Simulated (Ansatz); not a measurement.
## C8N: geometry relaxation (part 2 of 4)

The same run, continued: C8N (slab, 9 atoms in the cell); DFT PBEsol, scalar-relativistic, plane waves, PAW, spin-polarised (Ansatz 0.2.0); cutoff 420 eV, 12×12×1 k-mesh, Gaussian smearing of 0.05 eV, collinear spins. The structure derives from an entry of the Crystallography Open Database. The input holds or restrains some coordinates. Forces given for the steps count only the free coordinates. It belongs to a series of runs on one base structure; here: N over the place (0/4, 0/4) of the surface cell, its height relaxed.

Geometry of the input (Å; fractional positions):
```
2.4988  0.0000  0.0000
-1.2494  2.1640  0.0000
0.0000  0.0000  25.7639
C  0.3333  0.6667  0.3299
C  0.6667  0.3333  0.3502
C  0.6667  0.3333  0.4107
C  0.3333  0.6667  0.4310
C  0.3333  0.6667  0.5398
C  0.6667  0.3333  0.5404
C  0.6667  0.3333  0.6885
C  0.3333  0.6667  0.6885
N  0.3333  0.6667  0.7460
```

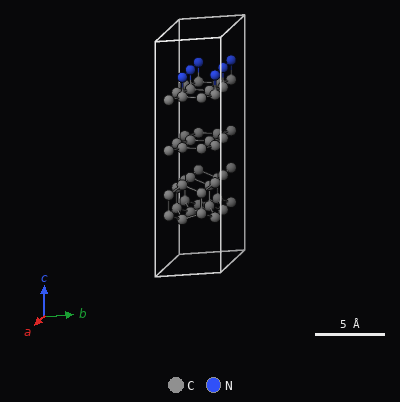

The geometry at step 1 of the log (ball-and-stick view of the 3 × 2 repeat of the cell, with the vacuum cut short, seen slightly off an axis).

**The program's output, continued**
```
SCF iter   1: F=—  HF=-2343.952632 eV  |F-HF|=—  |Δ(HF+E_count)|=         —  Δρ=5.63e-2 (↑5.63e-2 ↓5.12e-2)  dr2=2.57e1  dr2_m=1.51e0  M=1.081 μB ∫|m|=1.465 μB  β_m=0.30  ethr=3.10e-3  p=-0.000 e·Å  D=-1.16e-7 V/Å  ΔV_dip=0.00 eV  dr2_dipole=1.13e1  V_vac-E_F(+/−)=8.02/8.02 eV  ⟨swp⟩=8.4  Hψ=6370  notcnv=0  defer=20
efield: sawtooth ramp at fractional position 0.0180 (placed from the atoms, in the widest stretch of the axis that holds none; the zero of the levels goes with the place), width 0.0400; the density the first Hamiltonian is built on has a dipole p = -0.000 e·Å; the dipole correction subtracts the counter field D = -1.16e-7 V/Å, which shifts the + side's vacuum level by +0.00 eV against the − side's; the planar-averaged density in the ramp window peaks in size at 2.1e-7 e/Å³
preconditioner: auto → LDOS  [metal: Δε(μ)=0.039 eV  Ē_g=15.485 eV  σ=0.050 eV  W_gap=0.39  n_scr=16 (ndim 8)  ℏωp=19.1 eV  f_vac=0.460  D(μ)=2.34/eV (n_scr^D=14)]
spin=Collinear: LDOS preconditioning applied to the charge; magnetization (m = ρ↑ − ρ↓) channel mixes plain (no charge-response kernel on spin).
SCF iter   2: F=—  HF=-2342.666160 eV  |F-HF|=—  |Δ(HF+E_count)|=    1.29e0  Δρ=4.12e-2 (↑4.12e-2 ↓3.49e-2)  dr2=1.39e1  dr2_m=9.11e-1  M=1.008 μB ∫|m|=1.338 μB  β_m=0.30  ethr=3.10e-3  p=-0.005 e·Å  D=-6.28e-3 V/Å  ΔV_dip=0.16 eV  dr2_dipole=6.86e0  V_vac-E_F(+/−)=7.58/7.42 eV  ⟨swp⟩=2.3  Hψ=2214  notcnv=0  defer=214  κ⁻¹=1.0e0(r=1)
SCF iter   3: F=—  HF=-2342.073471 eV  |F-HF|=—  |Δ(HF+E_count)|=   5.93e-1  Δρ=2.48e-2 (↑2.48e-2 ↓2.16e-2)  dr2=1.04e0  dr2_m=5.51e-1  M=0.923 μB ∫|m|=1.226 μB  β_m=0.30  ethr=3.10e-3  p=-0.013 e·Å  D=-1.62e-2 V/Å  ΔV_dip=0.42 eV  dr2_dipole=1.36e-1  V_vac-E_F(+/−)=6.35/5.93 eV  ⟨swp⟩=3.6  Hψ=2548  notcnv=0  defer=219  κ⁻¹=6.3e-3(r=2)
SCF iter   4: F=—  HF=-2342.101208 eV  |F-HF|=—  |Δ(HF+E_count)|=   2.77e-2  Δρ=1.90e-2 (↑1.90e-2 ↓1.59e-2)  dr2=5.76e-1  dr2_m=3.61e-1  M=0.841 μB ∫|m|=1.111 μB  β_m=0.30  ethr=2.80e-3  p=-0.010 e·Å  D=-1.30e-2 V/Å  ΔV_dip=0.34 eV  dr2_dipole=3.57e-1  V_vac-E_F(+/−)=6.56/6.22 eV  ⟨swp⟩=2.8  Hψ=2136  notcnv=0  defer=207  κ⁻¹=5.1e-3(r=3)
SCF iter   5: F=—  HF=-2342.221342 eV  |F-HF|=—  |Δ(HF+E_count)|=   1.20e-1  Δρ=1.50e-2 (↑1.50e-2 ↓1.24e-2)  dr2=4.59e-1  dr2_m=2.26e-1  M=0.800 μB ∫|m|=1.036 μB  β_m=0.30  ethr=1.56e-3  p=-0.012 e·Å  D=-1.56e-2 V/Å  ΔV_dip=0.40 eV  dr2_dipole=2.96e-1  V_vac-E_F(+/−)=6.44/6.04 eV  ⟨swp⟩=1.1  Hψ=900  notcnv=0  defer=207  κ⁻¹=2.7e-4(r=4)
SCF iter   6: F=—  HF=-2342.300069 eV  |F-HF|=—  |Δ(HF+E_count)|=   7.87e-2  Δρ=1.58e-2 (↑1.58e-2 ↓1.21e-2)  dr2=3.30e-1  dr2_m=2.36e-1  M=0.608 μB ∫|m|=0.869 μB  β_m=0.30  ethr=1.24e-3  p=-0.013 e·Å  D=-1.63e-2 V/Å  ΔV_dip=0.42 eV  dr2_dipole=2.08e-1  V_vac-E_F(+/−)=6.44/6.02 eV  ⟨swp⟩=1.1  Hψ=1156  notcnv=0  defer=206  κ⁻¹=1.0e-4(r=5)
SCF iter   7: F=—  HF=-2342.374323 eV  |F-HF|=—  |Δ(HF+E_count)|=   7.43e-2  Δρ=1.29e-2 (↑1.29e-2 ↓9.84e-3)  dr2=3.48e-1  dr2_m=1.57e-1  M=0.566 μB ∫|m|=0.801 μB  β_m=0.30  ethr=8.91e-4  p=-0.014 e·Å  D=-1.86e-2 V/Å  ΔV_dip=0.48 eV  dr2_dipole=2.21e-1  V_vac-E_F(+/−)=6.43/5.95 eV  ⟨swp⟩=1.6  Hψ=962  notcnv=0  defer=206  κ⁻¹=5.6e-6(r=6)
SCF iter   8: F=—  HF=-2342.429127 eV  |F-HF|=—  |Δ(HF+E_count)|=   5.48e-2  Δρ=9.29e-3 (↑7.51e-3 ↓9.29e-3)  dr2=2.87e-1  dr2_m=7.94e-2  M=0.563 μB ∫|m|=0.775 μB  β_m=0.30  ethr=8.91e-4  p=-0.026 e·Å  D=-3.40e-2 V/Å  ΔV_dip=0.88 eV  dr2_dipole=1.46e-1  V_vac-E_F(+/−)=6.63/5.75 eV  ⟨swp⟩=2.1  Hψ=1415  notcnv=0  defer=210  κ⁻¹=1.4e-6(r=7)
SCF iter   9: F=—  HF=-2342.459442 eV  |F-HF|=—  |Δ(HF+E_count)|=   3.03e-2  Δρ=7.99e-3 (↑5.68e-3 ↓7.99e-3)  dr2=3.90e-1  dr2_m=4.82e-2  M=0.549 μB ∫|m|=0.741 μB  β_m=0.99  ethr=7.76e-4  p=-0.032 e·Å  D=-4.16e-2 V/Å  ΔV_dip=1.07 eV  dr2_dipole=2.18e-1  V_vac-E_F(+/−)=6.73/5.66 eV  ⟨swp⟩=1.7  Hψ=1163  notcnv=0  defer=207
Mixer restart at iter 9: flushing history
spin-set hold released at iteration 9 (site moments contracting): the magnetisation degrees of freedom join the quasi-Newton model from the next iteration; the mixer history was flushed
SCF iter  10: F=—  HF=-2342.475503 eV  |F-HF|=—  |Δ(HF+E_count)|=   1.61e-2  Δρ=3.29e-3 (↑3.29e-3 ↓3.19e-3)  dr2=1.74e-1  dr2_m=1.12e-2  M=0.466 μB ∫|m|=0.653 μB  β_m=0.42  ethr=7.76e-4  p=-0.029 e·Å  D=-3.72e-2 V/Å  ΔV_dip=0.96 eV  dr2_dipole=1.27e-1  V_vac-E_F(+/−)=6.65/5.69 eV  ⟨swp⟩=2.1  Hψ=1191  notcnv=0  defer=206
density mixer auto → msr1: a metal under ldos (density of states about μ 0.94 of a free-electron gas's, 16 screened modes)
SCF iter  11: F=—  HF=-2342.494470 eV  |F-HF|=—  |Δ(HF+E_count)|=   1.90e-2  Δρ=2.39e-3 (↑1.99e-3 ↓2.39e-3)  dr2=2.74e-3  dr2_m=5.85e-3  M=0.347 μB ∫|m|=0.569 μB  β_m=0.54  ethr=4.71e-4  p=-0.021 e·Å  D=-2.76e-2 V/Å  ΔV_dip=0.71 eV  dr2_dipole=7.99e-4  V_vac-E_F(+/−)=6.46/5.75 eV  ⟨swp⟩=2.1  Hψ=1530  notcnv=0  defer=215
SCF iter  12: F=—  HF=-2342.507255 eV  |F-HF|=—  |Δ(HF+E_count)|=   1.28e-2  Δρ=3.79e-3 (↑3.79e-3 ↓3.04e-3)  dr2=3.36e-3  dr2_m=1.47e-2  M=0.254 μB ∫|m|=0.565 μB  β_m=0.46  ethr=7.40e-6  p=-0.021 e·Å  D=-2.70e-2 V/Å  ΔV_dip=0.70 eV  dr2_dipole=8.88e-4  V_vac-E_F(+/−)=6.46/5.76 eV  ⟨swp⟩=2.6  Hψ=1852  notcnv=0  defer=219
SCF iter  13: F=-2342.553682 eV  HF=-2342.557125 eV  |F-HF|=3.44e-3  |Δ(HF+E_count)|=   4.99e-2  Δρ=4.36e-3 (↑4.36e-3 ↓3.81e-3)  dr2=1.93e-2  dr2_m=1.99e-2  M=0.099 μB ∫|m|=0.686 μB  β_m=0.74  ethr=7.40e-6  p=-0.018 e·Å  D=-2.32e-2 V/Å  ΔV_dip=0.60 eV  dr2_dipole=5.03e-3  V_vac-E_F(+/−)=6.37/5.77 eV  ⟨swp⟩=3.0  Hψ=2252  notcnv=0  defer=219
SCF iter  14: F=-2342.567633 eV  HF=-2342.571781 eV  |F-HF|=4.15e-3  |Δ(HF+E_count)|=   1.47e-2  Δρ=4.62e-3 (↑4.26e-3 ↓4.62e-3)  dr2=1.78e-2  dr2_m=2.47e-2  M=0.195 μB ∫|m|=0.947 μB  β_m=0.60  ethr=7.40e-6  p=-0.021 e·Å  D=-2.67e-2 V/Å  ΔV_dip=0.69 eV  dr2_dipole=1.14e-2  V_vac-E_F(+/−)=6.39/5.70 eV  ⟨swp⟩=2.7  Hψ=2150  notcnv=0  defer=220
SCF iter  15: F=-2342.621842 eV  HF=-2342.654684 eV  |F-HF|=3.28e-2  |Δ(HF+E_count)|=   8.29e-2  Δρ=3.28e-3 (↑3.23e-3 ↓3.28e-3)  dr2=2.58e-2  dr2_m=1.30e-2  M=0.115 μB ∫|m|=1.270 μB  β_m=0.66  ethr=7.40e-6  p=-0.023 e·Å  D=-3.02e-2 V/Å  ΔV_dip=0.78 eV  dr2_dipole=2.01e-2  V_vac-E_F(+/−)=6.39/5.61 eV  ⟨swp⟩=3.4  Hψ=2419  notcnv=0  defer=218
SCF iter  16: F=-2342.040303 eV  HF=-2342.670319 eV  |F-HF|=6.30e-1  |Δ(HF+E_count)|=   1.56e-2  Δρ=9.28e-3 (↑9.28e-3 ↓3.87e-3)  dr2=6.97e-1  dr2_m=4.26e-2  M=0.016 μB ∫|m|=1.618 μB  β_m=0.93  ethr=7.40e-6  p=-0.057 e·Å  D=-7.41e-2 V/Å  ΔV_dip=1.91 eV  dr2_dipole=1.45e-2  V_vac-E_F(+/−)=6.47/4.56 eV  ⟨swp⟩=4.9  Hψ=3505  notcnv=0  defer=216  recentre
SCF iter  17: F=-2342.409384 eV  HF=-2342.687244 eV  |F-HF|=2.78e-1  |Δ(HF+E_count)|=   1.69e-2  Δρ=2.11e-3 (↑2.00e-3 ↓2.11e-3)  dr2=2.12e-1  dr2_m=6.20e-4  M=-0.072 μB ∫|m|=1.285 μB  β_m=0.93  ethr=7.40e-6  p=-0.042 e·Å  D=-5.43e-2 V/Å  ΔV_dip=1.40 eV  dr2_dipole=7.24e-2  V_vac-E_F(+/−)=6.49/5.09 eV  ⟨swp⟩=4.3  Hψ=3213  notcnv=0  defer=192  recentre
SCF iter  18: F=-2342.656137 eV  HF=-2342.676520 eV  |F-HF|=2.04e-2  |Δ(HF+E_count)|=   1.07e-2  Δρ=1.91e-3 (↑1.91e-3 ↓1.47e-3)  dr2=2.09e-2  dr2_m=3.17e-3  M=-0.006 μB ∫|m|=1.458 μB  β_m=0.97  ethr=7.40e-6  p=-0.036 e·Å  D=-4.73e-2 V/Å  ΔV_dip=1.22 eV  dr2_dipole=3.82e-3  V_vac-E_F(+/−)=6.45/5.23 eV  ⟨swp⟩=3.2  Hψ=2549  notcnv=0  defer=188
SCF iter  19: F=-2342.660236 eV  HF=-2342.675351 eV  |F-HF|=1.51e-2  |Δ(HF+E_count)|=   1.17e-3  Δρ=2.25e-3 (↑1.43e-3 ↓2.25e-3)  dr2=1.99e-2  dr2_m=3.65e-3  M=0.031 μB ∫|m|=1.274 μB  β_m=0.64  ethr=7.40e-6  p=-0.035 e·Å  D=-4.49e-2 V/Å  ΔV_dip=1.16 eV  dr2_dipole=8.78e-5  V_vac-E_F(+/−)=6.44/5.28 eV  ⟨swp⟩=3.2  Hψ=2509  notcnv=0  defer=206
SCF iter  20: F=-2342.672035 eV  HF=-2342.681046 eV  |F-HF|=9.01e-3  |Δ(HF+E_count)|=   5.69e-3  Δρ=6.56e-4 (↑5.16e-4 ↓6.56e-4)  dr2=5.96e-3  dr2_m=3.29e-4  M=-0.005 μB ∫|m|=1.336 μB  β_m=0.56  ethr=7.40e-6  p=-0.035 e·Å  D=-4.52e-2 V/Å  ΔV_dip=1.16 eV  dr2_dipole=3.56e-3  V_vac-E_F(+/−)=6.44/5.28 eV  ⟨swp⟩=2.8  Hψ=2008  notcnv=0  defer=211
SCF iter  21: F=-2342.678016 eV  HF=-2342.677327 eV  |F-HF|=6.89e-4  |Δ(HF+E_count)|=   3.72e-3  Δρ=1.33e-3 (↑1.33e-3 ↓1.13e-3)  dr2=1.08e-3  dr2_m=1.86e-3  M=-0.043 μB ∫|m|=1.461 μB  β_m=0.44  ethr=7.40e-6  p=-0.039 e·Å  D=-5.04e-2 V/Å  ΔV_dip=1.30 eV  dr2_dipole=3.30e-4  V_vac-E_F(+/−)=6.45/5.15 eV  ⟨swp⟩=2.9  Hψ=1851  notcnv=0  defer=212
SCF iter  22: F=-2342.678978 eV  HF=-2342.680905 eV  |F-HF|=1.93e-3  |Δ(HF+E_count)|=   3.58e-3  Δρ=4.43e-4 (↑4.15e-4 ↓4.43e-4)  dr2=1.35e-3  dr2_m=2.16e-4  M=-0.010 μB ∫|m|=1.328 μB  β_m=0.72  ethr=2.92e-6  p=-0.036 e·Å  D=-4.73e-2 V/Å  ΔV_dip=1.22 eV  dr2_dipole=8.66e-4  V_vac-E_F(+/−)=6.44/5.23 eV  ⟨swp⟩=3.0  Hψ=2336  notcnv=0  defer=204
SCF iter  23: F=-2342.680298 eV  HF=-2342.681276 eV  |F-HF|=9.78e-4  |Δ(HF+E_count)|=   3.71e-4  Δρ=2.12e-4 (↑1.53e-4 ↓2.12e-4)  dr2=7.30e-4  dr2_m=2.43e-5  M=-0.013 μB ∫|m|=1.350 μB  β_m=0.76  ethr=2.92e-6  p=-0.037 e·Å  D=-4.85e-2 V/Å  ΔV_dip=1.25 eV  dr2_dipole=3.05e-4  V_vac-E_F(+/−)=6.45/5.19 eV  ⟨swp⟩=2.1  Hψ=1484  notcnv=0  defer=204
SCF iter  24: F=-2342.680692 eV  HF=-2342.681278 eV  |F-HF|=5.85e-4  |Δ(HF+E_count)|=   2.01e-6  Δρ=1.24e-4 (↑1.22e-4 ↓1.24e-4)  dr2=4.01e-4  dr2_m=1.13e-5  M=-0.009 μB ∫|m|=1.347 μB  β_m=0.76  ethr=1.97e-6  p=-0.038 e·Å  D=-4.90e-2 V/Å  ΔV_dip=1.26 eV  dr2_dipole=2.03e-4  V_vac-E_F(+/−)=6.45/5.18 eV  ⟨swp⟩=2.0  Hψ=1178  notcnv=0  defer=200
SCF iter  25: F=-2342.681256 eV  HF=-2342.681260 eV  |F-HF|=3.68e-6  |Δ(HF+E_count)|=   1.83e-5  Δρ=5.68e-5 (↑5.68e-5 ↓4.53e-5)  dr2=5.71e-6  dr2_m=2.83e-6  M=-0.010 μB ∫|m|=1.349 μB  β_m=0.88  ethr=2.70e-8  p=-0.038 e·Å  D=-4.99e-2 V/Å  ΔV_dip=1.28 eV  dr2_dipole=1.53e-6  V_vac-E_F(+/−)=6.45/5.16 eV  ⟨swp⟩=24.5  Hψ=13399  notcnv=0
SCF iter  26: F=-2342.681261 eV  HF=-2342.681264 eV  |F-HF|=3.06e-6  |Δ(HF+E_count)|=   3.96e-6  Δρ=2.42e-5 (↑2.11e-5 ↓2.42e-5)  dr2=3.79e-6  dr2_m=3.51e-7  M=-0.008 μB ∫|m|=1.348 μB  β_m=0.77  ethr=1.54e-8  p=-0.038 e·Å  D=-4.99e-2 V/Å  ΔV_dip=1.29 eV  dr2_dipole=1.05e-7  V_vac-E_F(+/−)=6.45/5.16 eV  ⟨swp⟩=16.7  Hψ=10036  notcnv=0
SCF iter  27: F=-2342.681262 eV  HF=-2342.681264 eV  |F-HF|=1.77e-6  |Δ(HF+E_count)|=   1.40e-8  Δρ=1.66e-5 (↑1.66e-5 ↓1.15e-5)  dr2=1.67e-6  dr2_m=1.15e-7  M=-0.008 μB ∫|m|=1.349 μB  ethr=1.03e-8  p=-0.038 e·Å  D=-4.99e-2 V/Å  ΔV_dip=1.29 eV  dr2_dipole=3.81e-7  V_vac-E_F(+/−)=6.45/5.16 eV  ⟨swp⟩=14.6  Hψ=9304  notcnv=0
at 2 of the mixer's solves, the last at iteration 14, it left a direction of its history that read negative out of its fit and stepped the other way along it
SCF 1 converged in 27 iterations: F = -2342.681262 eV  dr2 = 1.67e-6
  greatest PAW one-centre occupation: 0.865 electrons in one spin orbital (limit 2), on the N atom at site 8 (counted from 0), in its partial waves of l = 0
relax step   1: F+E_penalty+E_count = -2342.68126185 eV  Δ(F+E_penalty+E_count) = +0.000e0 eV  max|allowed force component| = 1.398e0 eV/Å  Δτ_max = 0.0000 Å  (27 SCF iters, dr2 threshold 1.00e-5 eV, accepted)
Initial density: handed on by an earlier stage of this run
Starting moments: Σ|m| = 3 μB on 1 of 9 sites; this step starts from the density that it was given
Initial wavefunctions: those handed on with the density
iter 1 solved again at ethr=3.54e-5 eV; its pass at ethr=3.10e-3 eV (dr2=1.31e-2 eV) is discarded
```
